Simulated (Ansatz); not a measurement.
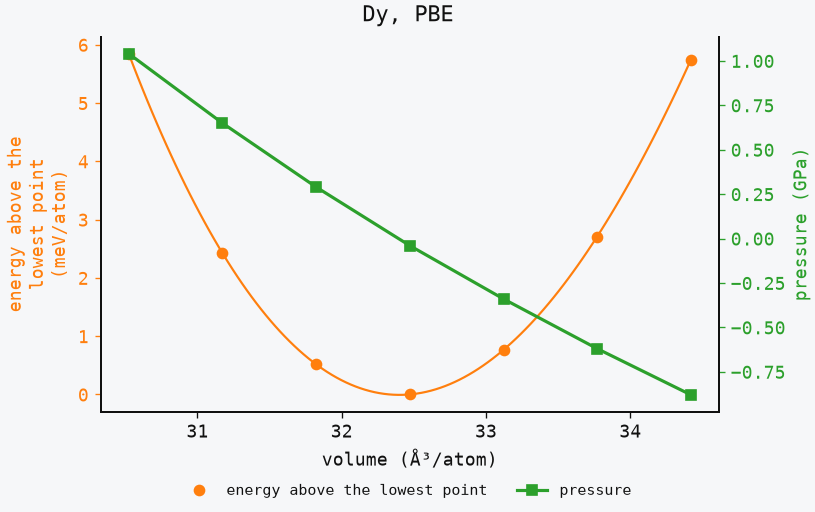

Energy above the lowest point and pressure against volume for Dy, space group Fm-3m (No. 225) (one of a set of cubic test structures, which need not be the stable phase).

A third-order Birch–Murnaghan fit gives V0 = 32.40 Å³/atom, B0 = 15.9 GPa and B′ = 3.1. The energy above the lowest point is 5.847 meV/atom at volume 30.52 Å³/atom and 5.742 meV/atom at 34.42 Å³/atom; the lowest computed point is at volume 32.47 Å³/atom (0.000 meV/atom). The pressure falls from 1.041 GPa at volume 30.52 Å³/atom to −0.880 GPa at 34.42 Å³/atom, and changes sign near 32.39 Å³/atom.

How it was computed, with Ansatz 0.2.0 development build: equation of state of a cubic crystal from periodic Kohn-Sham density functional theory without spin, third-order Birch-Murnaghan fit to the free energies; pressure corrected for the finite basis. Level: PBE.

- structure type: fcc
- atoms in cell: 1
- space group number: 225
- lattice centring: face-centred primitive
- k mesh: 37×37×37
- occupation method: Fermi–Dirac
- occupation width: 0.06123 eV
- wave cutoff: 420 eV
- datasets: soft-1 PAW
- density tolerance: 1e−07 eV
- bands: 16
- density cutoff ratio: 4
- search for lower states: default

Caveats: cubic model structure, not the ambient form; open f shell treated without spin.

Input of one of the runs behind the figure:
```
crystal:
  lattice:
    - [0.0, 2.532159986796, 2.532159986796]
    - [2.532159986796, 0.0, 2.532159986796]
    - [2.532159986796, 2.532159986796, 0.0]
  atoms:
    - { symbol: Dy, position: [0, 0, 0] }
kpoints:
  mp_grid: { grid: [37, 37, 37] }
hamiltonian:
  xc: pbe
  pseudopotentials: { kind: paw }
scf:
  occupations: { method: fermi_dirac, width: 0.061225619053 }
output:
  forces: true
  stress: true
```

Command:
```bash
ansatz run input.yaml --threads 2
```
